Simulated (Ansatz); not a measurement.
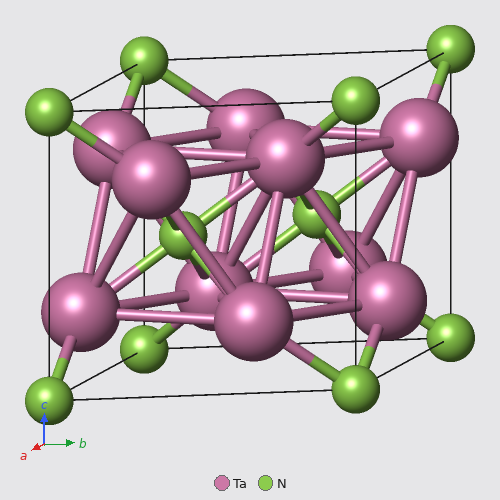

The system is Ta₂N (P-31m, No. 162; 9 atoms in the cell); the picture shows the reference structure. The energy is mapped over a free internal coordinate and the cell. Coordinates scanned: (1) shift of Ta1 along [1 1 0] of the conventional cell, Cartesian (0.5 0.87 0), its symmetry partners moved as symmetry demands (measured in the relaxed cell); (2) c/a of the conventional cell at fixed volume. Nothing is relaxed (all other coordinates fixed). Grid: 9 × 9 points. Points are written as (first, second). Energies are in meV/atom, from the lowest grid point. These are results of Ansatz 0.2.0, DFT LDA, scalar-relativistic, plane waves, PAW, not measurements. Settings: cutoff 520 eV, k-mesh 9×9×8 in the order of the run's cell vectors, gaussian smearing 0.15 eV, no spin polarisation.

Its coordinates:

```yaml
crystal:
  lattice:
    - [5.22886, 0.00000, 0.00000]
    - [-2.61443, 4.52833, 0.00000]
    - [0.00000, 0.00000, 4.88353]
  atoms:
    - { symbol: Ta, position: [0.66693, 0.66693, 0.75260] }
    - { symbol: Ta, position: [0.00000, 0.33307, 0.75260] }
    - { symbol: Ta, position: [0.33307, 0.00000, 0.75260] }
    - { symbol: Ta, position: [0.33307, 0.33307, 0.24740] }
    - { symbol: Ta, position: [0.00000, 0.66693, 0.24740] }
    - { symbol: Ta, position: [0.66693, 0.00000, 0.24740] }
    - { symbol: N, position: [0.66667, 0.33333, 0.50000] }
    - { symbol: N, position: [0.33333, 0.66667, 0.50000] }
    - { symbol: N, position: [0.00000, 0.00000, 0.00000] }
```

The input of one point:

```yaml
crystal:
  lattice:
    - [5.2288597096, 0.0, 0.0]
    - [-2.6144298548, 4.5283253413, 0.0]
    - [0.0, 0.0, 4.8835331142]
  atoms:
    - { symbol: Ta, position: [0.6669289619, 0.6669289619, 0.7526041962] }
    - { symbol: Ta, position: [0.0, 0.3330710381, 0.7526041962] }
    - { symbol: Ta, position: [0.3330710381, 0.0, 0.7526041962] }
    - { symbol: Ta, position: [0.3330710381, 0.3330710381, 0.2473958038] }
    - { symbol: Ta, position: [0.0, 0.6669289619, 0.2473958038] }
    - { symbol: Ta, position: [0.6669289619, 0.0, 0.2473958038] }
    - { symbol: "N", position: [0.6666666667, 0.3333333333, 0.5] }
    - { symbol: "N", position: [0.3333333333, 0.6666666667, 0.5] }
    - { symbol: "N", position: [0.0, 0.0, 0.0] }
basis:
  ecutwfc: 520.0
kpoints:
  mp_grid: { grid: [9, 9, 8] }
hamiltonian:
  xc: lda
  pseudopotentials: { kind: paw, azcp: { folder: soft_1 } }
scf:
  occupations: { method: gaussian, width: 0.15 }
output:
  forces: true
  stress: true
  eigenvalues: true
  write_density: true
  write_potential: true
  elf: true
  volumetric_format: npy
```

Range: shift of Ta1 along [1 1 0] of the conventional cell, Cartesian (0.5 0.87 0), its symmetry partners moved as symmetry demands (measured in the relaxed cell) from −0.250 to 0.250 Å; c/a of the conventional cell at fixed volume from 0.859 to 1.009.

What will the energy surface look like?

The lowest grid point is at (0.000 Å, 0.934). No other kind of well shows on this grid. The highest grid point, (0.250 Å, 1.009), lies 766 meV/atom above the lowest.

```
second ↓, first →  −0.250  −0.188  −0.125  −0.062  0.000  0.062  0.125  0.188  0.250
            1.009     567     335     169      71     42     85    210    430    766
            0.990     547     316     151      54     24     66    189    407    741
            0.971     532     302     138      41     11     51    172    388    719
            0.953     522     294     130      34      3     41    160    373    702
            0.934     518     291     128      32      0     36    153    364    689
            0.915     520     294     132      37      3     38    153    361    683
            0.897     528     304     144      48     13     47    160    365    683
            0.878     543     321     161      66     30     64    175    377    690
            0.859     566     345     186      90     56     88    198    397    705
```

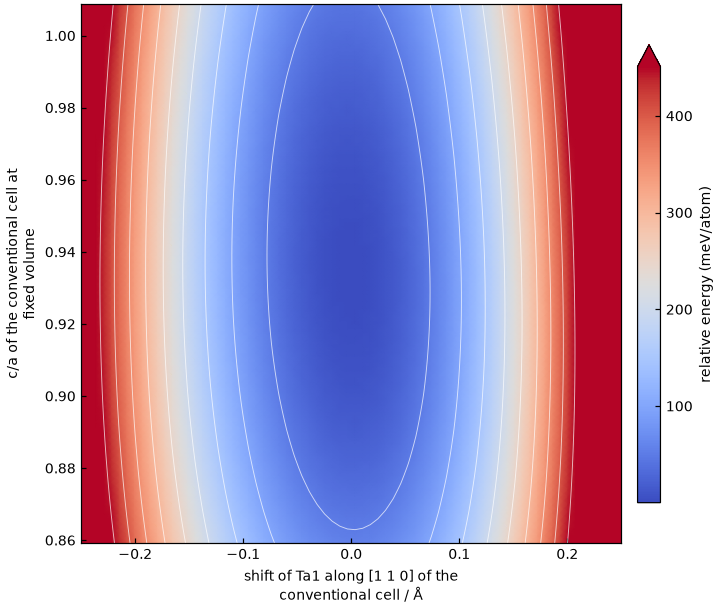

Drawn: a smooth colour map with a few white contour lines, one colour for all values above the top of the scale. Between grid points the surface is interpolated.

Each point was launched as `ansatz run input.yaml --threads 4 --pin off --max-ram 8192MiB --backend cpu --events-out ev --progress --plain --runs-dir out`. Time for the 81 points that were run: 12 min on 4 threads of AMD EPYC 7R43 64-Core Processor (Zen 3), on a shared host.
